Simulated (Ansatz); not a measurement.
Al. A set of calculations on one system.

Space group P6_3/mmc. This isn't the usual form at ambient conditions. The cell comes from a database of computed structures, not from a measurement.

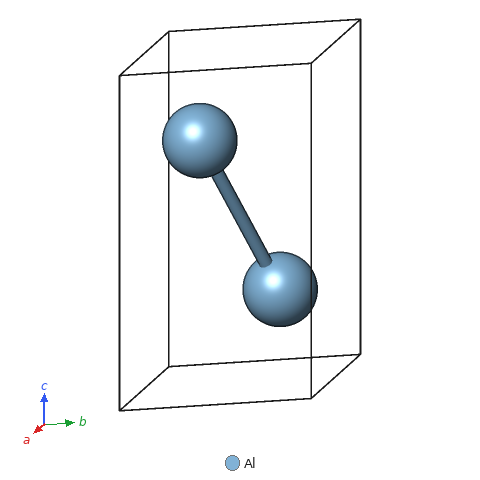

The conventional cell.

```
Al
1.0
     2.81246    0.00000    0.00000
    -1.40623    2.43566    0.00000
     0.00000    0.00000    4.86685
Al
2
Cartesian
  1.4062 0.8119 3.6501
  0.0000 1.6238 1.2167
```

Level of theory: DFT PBE, scalar-relativistic, plane waves, PAW (Ansatz).

Core electrons are frozen (PAW), so the maps are meaningful between the atoms, not at the nuclei.

## 1. Bonding charge

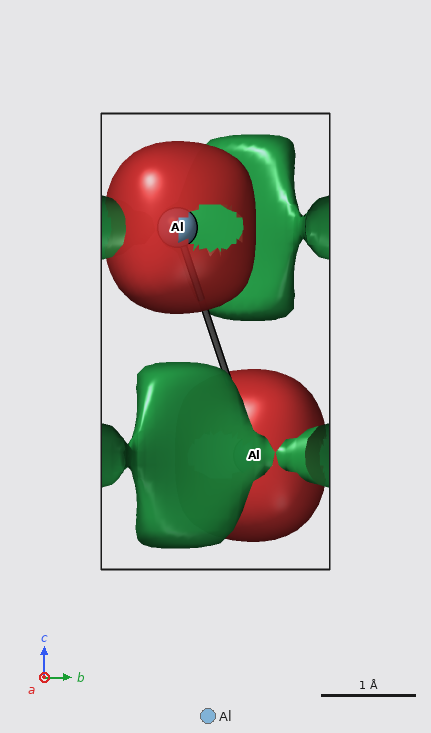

Deformation density (self-consistent density less superposed neutral spherical atoms): green surfaces at +0.02 and red ones at −0.02 e/Å³, in the conventional cell seen along the a axis (the regions close to the nuclei are left out). Cores are masked to 0.8 Å (Al).

What does the deformation density say about the bonding?

Al–Al (2.81 Å): Δρ is +0.02 e/Å³ at the midpoint. Over the whole cell, outside the masked cores, the largest gain, 0.03 e/Å³, lies 1.6 Å from an aluminium nucleus, and the largest loss lies at the edge of the masked core of Al. In all about 0.14 e an atom is rearranged against the free atoms.

## 2. One group of states

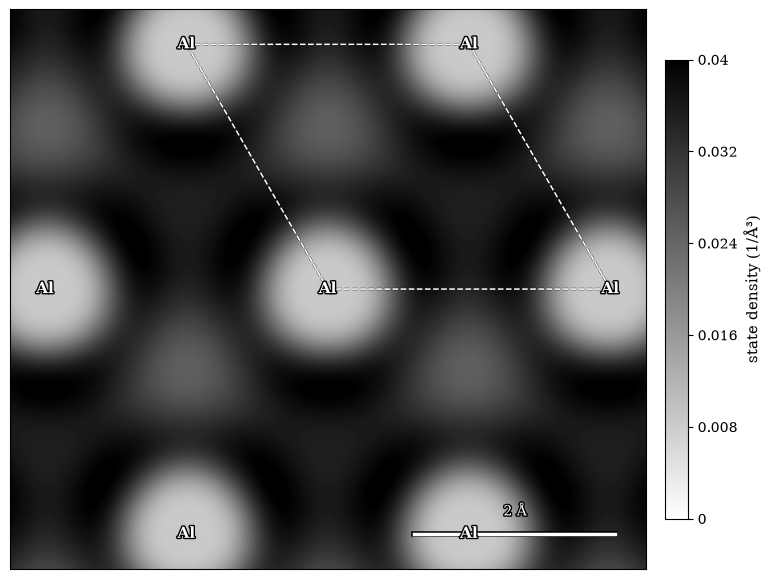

Density of the Kohn–Sham states from −0.25 to +0.25 eV about the Fermi level (the states at the Fermi level), scaled to one electron a cell: a map on the (001) plane of the conventional cell.

What is the character of these states?

Löwdin projections on the PAW files' atomic orbitals give Al 3p (65 %) and Al 3s (35 %).

## 3. Change of volume

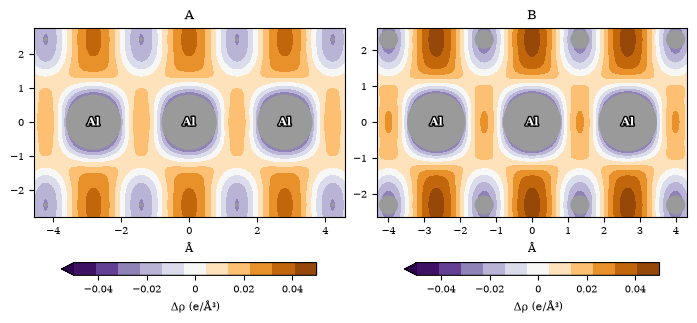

Al: deformation density on the (100) plane of the conventional cell at two volumes, with the same fractional coordinates and one colour scale. Grey discs cover the cores.

Which panel is the larger cell, by how much, and what changes?

A is the larger cell: B has 85 % of the volume of A. From A to B, Al–Al goes from 2.81 to 2.66 Å, and Δρ at its midpoint from +0.022 to +0.024 e/Å³. The pressure is 0 GPa in A and 18 GPa in B. The rearranged charge is 0.14 e an atom in A and 0.14 e in B.

## 4. Moving an atom

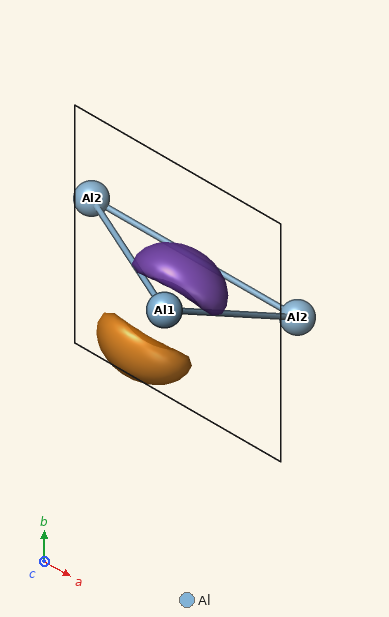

Al: one atom of the 2-atom cell (and its periodic copies) was moved a little. Density after less density before, orange at +0.015 and purple at −0.015 e/Å³, seen along the c axis; cell a = 2.81 Å, b = 2.81 Å, c = 4.87 Å, α = 90.00°, β = 90.00°, γ = 120.00°. The lobes lie largely inside the PAW sphere, where the density is a smoothed one.

Find the displaced atom and its direction.

Al1 moved towards the orange lobe, up and to the right in the picture. In the run the shift was 0.10 Å along [1 2 0] in the axes of the cell drawn.

What restoring force does the calculation give for this move?

The force on it changes by 0.07 eV/Å along the move, against it: a stiffness of about 0.67 eV/Å² for this sublattice shift.

## 5. Putting it together

The two pressures give a mean stiffness −ΔP/Δln V of about 106 GPa over this range, with the atoms held at their fractional positions.
